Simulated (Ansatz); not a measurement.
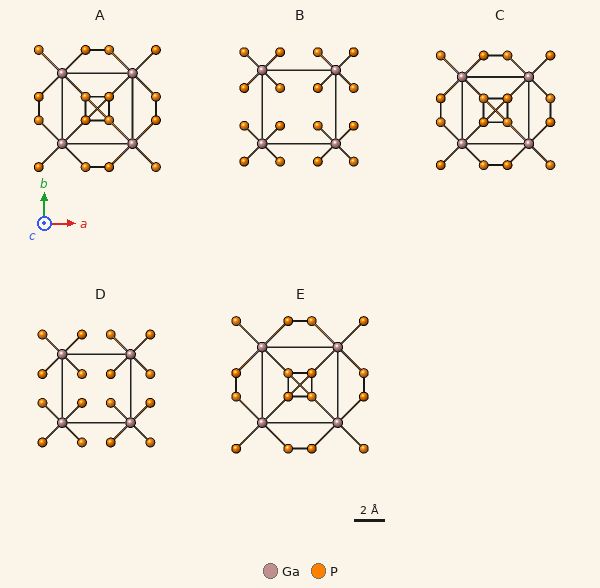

5 geometries from one relaxation of crystalline GaP4 (a generated structure, set up in P-43m) (coarse preliminary run), in shuffled order. The picture is a ball-and-stick view of the cell of the calculation, seen along the c axis.

These are results of Ansatz, DFT PBE, scalar-relativistic, plane waves, PAW, not measurements. Settings: plane-wave cutoff 420 eV; k-point mesh 4 × 4 × 4; occupations gaussian; smearing width 0.1 eV; no spin polarisation; cell and atoms relaxed; force threshold 0.04 eV/Å; at most 70 steps.

Put them in the order of the run, from the start to the converged end.

Answer. B, D, C, A, E. They are steps 0, 2, 4, 7, 11, at +1204 meV per atom, +490 meV per atom, +196 meV per atom, +58.1 meV per atom relative to the last. The largest moves relative to the cell, 0.88 Å, are those of P atoms. Ga stays in place. The volume changes by +8.4 %, with a = b = c 4.947 → 5.083 Å (+2.7 %). Near-neighbour distances that change, for instance: P–P 3.585 → 2.239 Å, Ga–P 2.089 → 3.031 Å. The space group stays P-43m (No. 215). After 9 accepted moves (11 points after the start) the energy has fallen by 1204 meV per atom. Largest force component: 2 eV/Å at the start, 0.024 eV/Å at the end. Pressure: 5.42 GPa at the start and −0.01 GPa at the end. The line search rejected the trial step at point 5 of the run. At 1 point the geometry stayed and the basis and grid were re-selected for the new cell (energy shift of 0.4 meV per atom at most each time). Cost: 85 s on 1 thread of Intel(R) Xeon(R) Processor @ 2.50GHz (Skylake/Cascade Lake) (shared host), peak memory 0.36 GiB.
